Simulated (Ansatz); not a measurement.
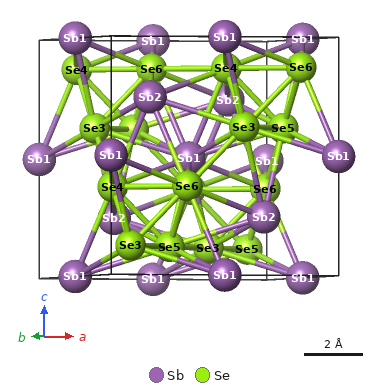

A crystal of SbSe$_{2}$ (a generated structure, set up in Fd-3m), before the relaxation. A ball-and-stick model of the conventional cell (4 times the calculation's cell), seen from a free direction. Lengths and directions refer to the drawn axes.

The calculation used DFT PBE, scalar-relativistic, plane waves, PAW (Ansatz).

Input file:
```yaml
crystal:
  lattice:
    - [0.0, 4.13945419, 4.13945419]
    - [4.13945419, 0.0, 4.13945419]
    - [4.13945419, 4.13945419, 0.0]
  atoms:
    - { symbol: Sb, position: [0.5, 0.5, 0.5] }
    - { symbol: Sb, position: [0.75, 0.75, 0.75] }
    - { symbol: Se, position: [0.125, 0.125, 0.125] }
    - { symbol: Se, position: [0.625, 0.125, 0.125] }
    - { symbol: Se, position: [0.125, 0.125, 0.625] }
    - { symbol: Se, position: [0.125, 0.625, 0.125] }
basis:
  ecutwfc: 420
kpoints:
  mp_grid: { grid: [8, 8, 8] }
hamiltonian:
  xc: pbe
scf:
  occupations: { method: gaussian, width: 0.1 }
output:
  forces: true
  stress: true
  eigenvalues: true
relax:
  adjacent_minimum: "off"
  f_tol: 0.01
  max_steps: 80
  cell: { stress_tol: 0.05 }
```

Launched with:
```bash
ansatz run input.yaml --threads 1 --pin off --max-ram 2560MiB --backend cpu --events-out ev --progress --plain --runs-dir out
```

> Predict the outcome.

Over 2 accepted moves (3 points after the start) the energy falls by 8.7 meV per cell of the calculation. All forces vanish by symmetry, so only the cell relaxes. The pressure goes from −1.08 to −0.01 GPa. At 1 point the geometry stayed and the basis and grid were re-selected for the new cell (energy shift of 0.3 meV per cell of the calculation at most each time). The atoms keep their places relative to the cell (all moves are under 0.005 Å). The volume changes by −1.8 %, with a = b = c 8.279 → 8.230 Å (−0.6 %). Among the contacts that change: Sb1–Se3 3.432 → 3.412 Å, Se3–Se4 2.927 → 2.910 Å. The space group stays Fd-3m (No. 227). The run took 55 s on 1 thread of Arm Neoverse V1 (shared host), peak memory 0.5 GiB.

History of the run:

```csv
step,"E − E(0), meV/atom","pressure, GPa","volume, Å³/atom",note
0,0.00,-1.08,23.643,
1,-1.32,0.42,23.064,
2,-1.50,-0.01,23.224,
3,-1.44,-0.01,23.224,"same geometry, new basis"
```

Final geometry:

```
Sb Se
1.0
     0.00000    4.11486    4.11486
     4.11486    0.00000    4.11486
     4.11486    4.11486    0.00000
Sb Se
2 4
Direct
  0.50000 0.50000 0.50000
  0.75000 0.75000 0.75000
  0.12500 0.12500 0.12500
  0.62500 0.12500 0.12500
  0.12500 0.12500 0.62500
  0.12500 0.62500 0.12500
```
